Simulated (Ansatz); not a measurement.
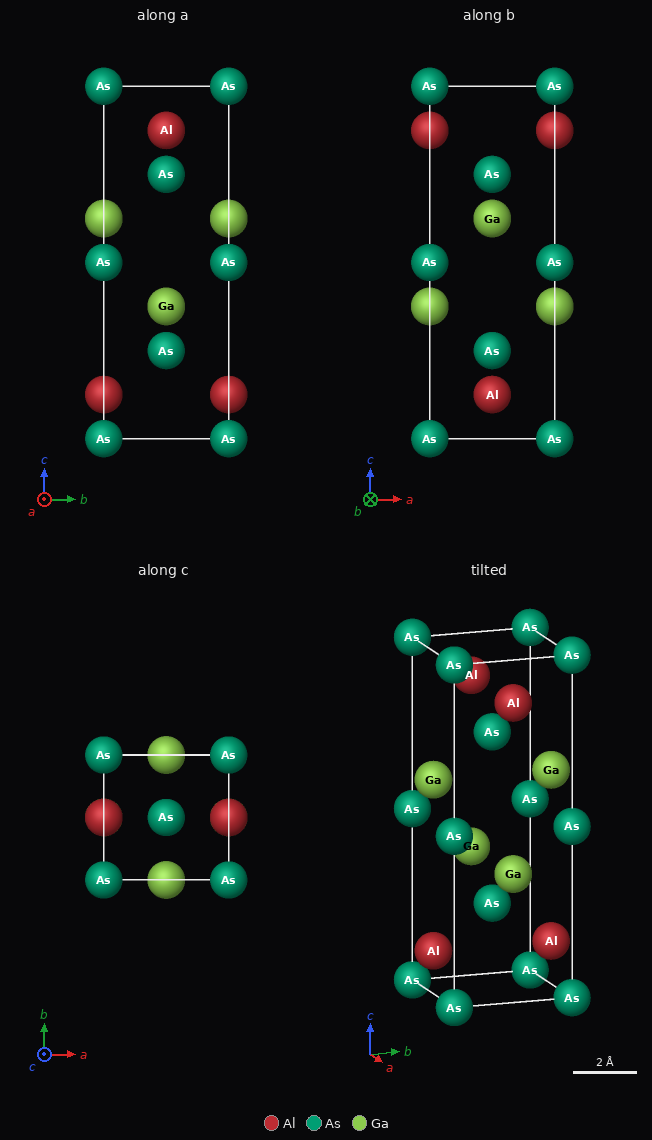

A spheres-only rendering, viewed along the a axis, along the b axis, along the c axis and slightly off an axis. The conventional unit cell is drawn as a box.

Lattice parameters: a = 4.0148 Å, b = 4.0148 Å, c = 11.3257 Å, α = 90.000°, β = 90.000°, γ = 90.000°.

### Give the atomic positions as a CIF in P1 with every atom of the cell.

```cif
data_structure
_symmetry_space_group_name_H-M 'P 1'
_symmetry_Int_Tables_number 1
_cell_length_a 4.0148
_cell_length_b 4.0148
_cell_length_c 11.3257
_cell_angle_alpha 90.000
_cell_angle_beta 90.000
_cell_angle_gamma 90.000
_cell_volume 182.56
loop_
_atom_site_label
_atom_site_type_symbol
_atom_site_fract_x
_atom_site_fract_y
_atom_site_fract_z
_atom_site_occupancy
Al1 Al 0.0000 0.5000 0.8748 1
As1 As 0.0000 0.0000 0.0000 1
Al2 Al 0.5000 0.0000 0.1253 1
As2 As 0.5000 0.5000 0.2500 1
Ga1 Ga 0.0000 0.5000 0.3753 1
As3 As 0.0000 0.0000 0.5000 1
Ga2 Ga 0.5000 0.0000 0.6247 1
As4 As 0.5000 0.5000 0.7500 1
```

It goes back to a structure type filled with these elements by a generator (whether the compound takes this form wasn't checked). Earlier steps of the study may have refined or changed the cell and positions. It was run through Ansatz as a DFT input.
